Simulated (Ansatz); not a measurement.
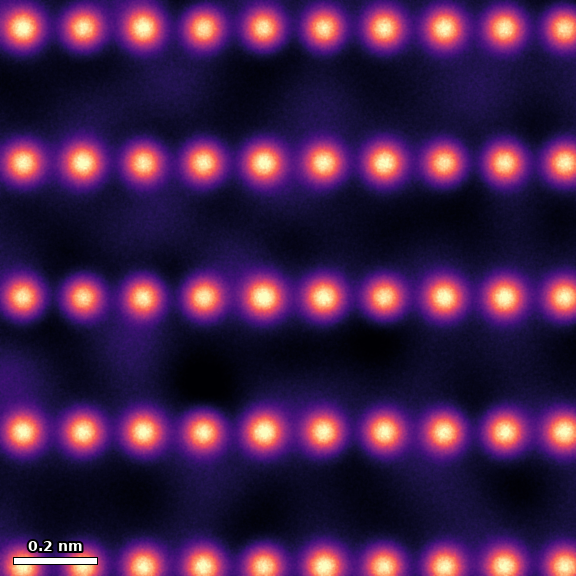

HAADF-like image of Y (Pm-3m, No. 221). Simulation: incoherent imaging, intensity Z^1.8 per atom, probe width 0.75 Å, thin sample. The probe carries 15 % of its weight in a tail 2.5 times as wide. Shot noise and the speckle of an amorphous layer were added. Atomic positions: a calculation's starting geometry; the starting structure was generated, so it need not be a known form of this composition.

```cif
data_structure
_symmetry_space_group_name_H-M 'Pm-3m'
_symmetry_Int_Tables_number 221
_cell_length_a 3.2708
_cell_length_b 3.2708
_cell_length_c 3.2708
_cell_angle_alpha 90.000
_cell_angle_beta 90.000
_cell_angle_gamma 90.000
_cell_volume 34.99
loop_
_atom_site_label
_atom_site_type_symbol
_atom_site_symmetry_multiplicity
_atom_site_Wyckoff_symbol
_atom_site_fract_x
_atom_site_fract_y
_atom_site_fract_z
_atom_site_occupancy
Y1 Y 1 a 0.00000 0.00000 0.00000 1
```

Question: Along which zone axis is the crystal seen: [221], [211], [110] or [210]? (Directions equivalent by symmetry count as one.)

Answer: [210]. The projected cells are 1.54 × 2.44 Å, 108° for [221]; 1.89 × 2.31 Å, 90° for [211]; 2.31 × 3.27 Å, 90° for [110]; 1.46 × 3.27 Å, 90° for [210], and the image repeats as the [210] one does.
